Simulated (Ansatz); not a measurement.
System: Ga2S3 (Imm2).

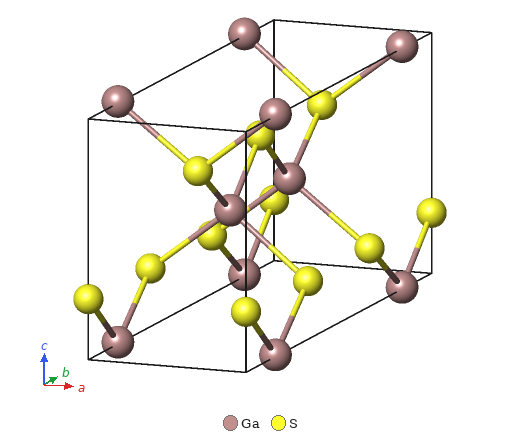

The structure (gallium pink, sulfur yellow). Some periodic images of atoms are drawn too.

The structure is orthorhombic, space group Imm2 (No. 44). Conventional cell: a = 3.673 Å, b = 11.141 Å, c = 5.346 Å, α = 90.00°, β = 90.00°, γ = 90.00°. Nearest to Ga lie 4 S at 2.20 to 2.32 Å. S has 3 Ga at 2.32 Å nearest. S has 2 Ga at 2.20 Å nearest. Farther neighbours and most contacts between anions are not listed.

```cif
data_structure
_symmetry_space_group_name_H-M 'P 1'
_symmetry_Int_Tables_number 1
_cell_length_a 6.4459
_cell_length_b 6.4459
_cell_length_c 6.4459
_cell_angle_alpha 146.896
_cell_angle_beta 60.413
_cell_angle_gamma 131.000
_cell_volume 109.38
loop_
_atom_site_label
_atom_site_type_symbol
_atom_site_fract_x
_atom_site_fract_y
_atom_site_fract_z
_atom_site_occupancy
Ga1 Ga 0.16642 0.00737 0.15906 1
Ga2 Ga 0.84831 0.00737 0.84094 1
S3 S 0.90748 0.24172 0.66575 1
S4 S 0.57597 0.24172 0.33425 1
S5 S 0.25182 0.25182 0.00000 1
```

The cell and positions are those that the Materials Project relaxed with its own functionals (PBE, PBE+U or r2SCAN), kept fixed.

Gaps computed with Ansatz 0.2.0 without a self-energy: LDA 1.25 eV, r2SCAN 1.96 eV and HSE06 2.60 eV. The mean ε∞ by LDA perturbation theory is 6.25.

Q: Estimate the G0W0@LDA gap with 6×6×6 mesh, 866 empty bands, screening to 230 eV, PAW set soft_1 files.

About 2.64 eV: on its mesh the run moves the gap from 1.25 eV by +1.39 eV. Among the scalar-relativistic levels given, HSE06 is nearest (−0.04 eV). One-shot corrections scale roughly with one over ε∞, here 0.16. Bands and cutoff are finite, so the gap is not at the basis limit. The miss can reach some tenths of an eV and take either sign; the mesh is an error of its own. The many-body steps are scalar-relativistic: spin-orbit coupling is not in them.

[Paths, hosts, dates, memory and timing lines, banners, echoed tables and standing remarks are left out of the program output.]

[Logs are printed without paths, hosts, clocks, repeated set-up lines and the standing remarks that a program may print on its own settings, such as how far it seeks lower states.]

[Runs of the session that timed out or met a known fault of the program may be left out.]

[Cells called generated may have been cut or substituted from an entry of the Crystallography Open Database or the Materials Project.]

[Hosts, paths, dates, database ids (printed as entryN), source tags and the programs' standing remarks are cut or masked in the printed files.]
